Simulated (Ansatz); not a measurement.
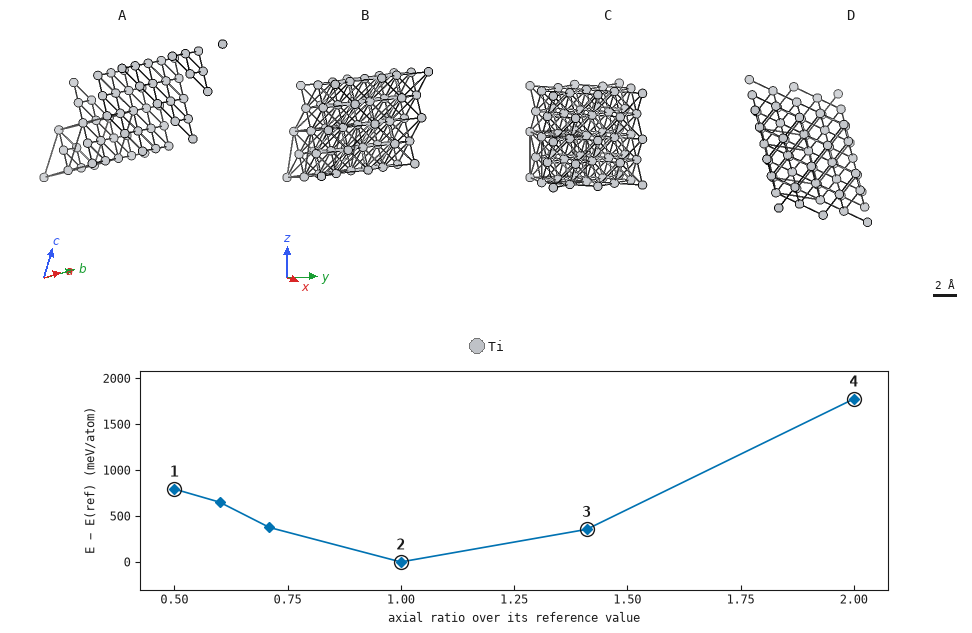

Energy scan for crystalline Ti (Fm-3m), in which the ratio of the cell's length along [111] to its lengths across, counted as 1 for the reference, is changed at fixed volume (a trigonal path), with the atoms kept at their fractional coordinates. x, y and z are the Cartesian axes of the input. The frames are shuffled; the numbered points of the plot belong to them. Style: ball-and-stick. Shown: the conventional cell (4 times the calculation's cell), repeated 2 × 2 × 2 with one cell outlined, slightly off an axis. Lengths and directions refer to the drawn axes.

Method: DFT PBEsol, scalar-relativistic, plane waves, PAW in Ansatz 0.2.0. (plane-wave cutoff 420 eV; k-point mesh 28 × 28 × 28; occupations gaussian; smearing width 0.15 eV; no spin polarisation). Energies (free energies at the smearing named) are counted from the relaxed crystal.

**Which frame belongs to which numbered point?**

Point 1 is frame D (the relative ratio 0.50, 794 meV/atom); 2 is frame C (the relative ratio 1.00, 0 meV/atom); 3 is frame B (the relative ratio 1.41, 354 meV/atom); 4 is frame A (the relative ratio 2.00, 1775 meV/atom). Of the computed points the lowest is at the relative ratio 1.00, 0 meV/atom. The end points stand at 794 meV/atom (0.50) and 1775 meV/atom (2.00). The distortion takes the space group from Fm-3m to R-3m, except for Pm-3m at 0.50. At the relative ratio 2.00 the cell of the drawing goes a 4.056 → 4.553 Å, b 4.056 → 4.553 Å, c 4.056 → 4.553 Å, α 90.0° → 60.0°, β 90.0° → 60.0°, γ 90.0° → 60.0°.
